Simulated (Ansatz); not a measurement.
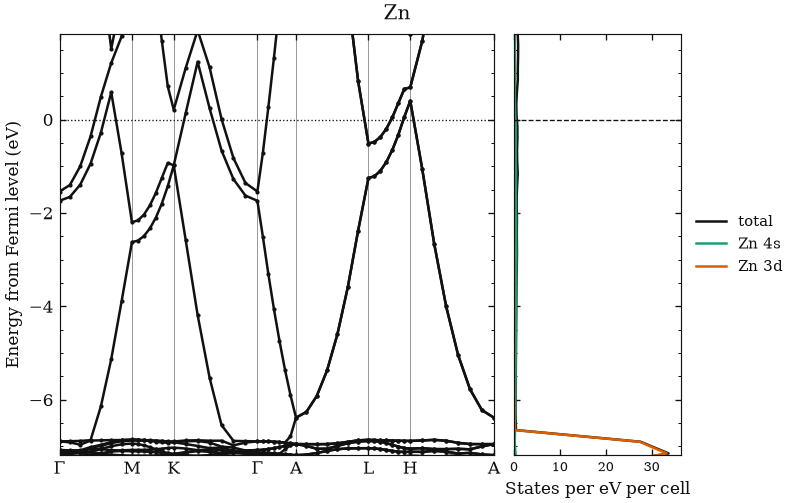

Band structure and density of states. Energies are counted from the Fermi level. The path runs straight from each named point to the next. The partial curves are projected on Löwdin-orthogonalised atomic shells; they sum to less than the total at higher energies, where shells without a projector contribute.

> Which Bravais lattice do the labels of the path belong to?

A hexagonal (primitive) lattice: the path Γ–M–K–Γ–A–L–H–A runs through the special points of its Brillouin zone.

System: Zn, space group P6_3/mmc (No. 194), 2 atoms in the cell; a = 3.16 Å, b = 3.16 Å, c = 5.13 Å, α = 90.00°, β = 90.00°, γ = 120.00°.

Method: DFT with r2SCAN, PAW plane waves, no spin polarisation, 12×12×7 k mesh, Fermi-Dirac smearing of 0.1 eV (Ansatz).

> Is there a gap at the Fermi level?

A metal: 4 bands cross the Fermi level along this path.

> What is the density of states at the Fermi level?

The density of states at the Fermi level is about 0.66 per eV and cell (mean within 0.25 eV), or 0.33 per atom.

The structure was built from a prototype or by substitution, so it need not be a known phase. The cell is at −12 GPa in this functional.
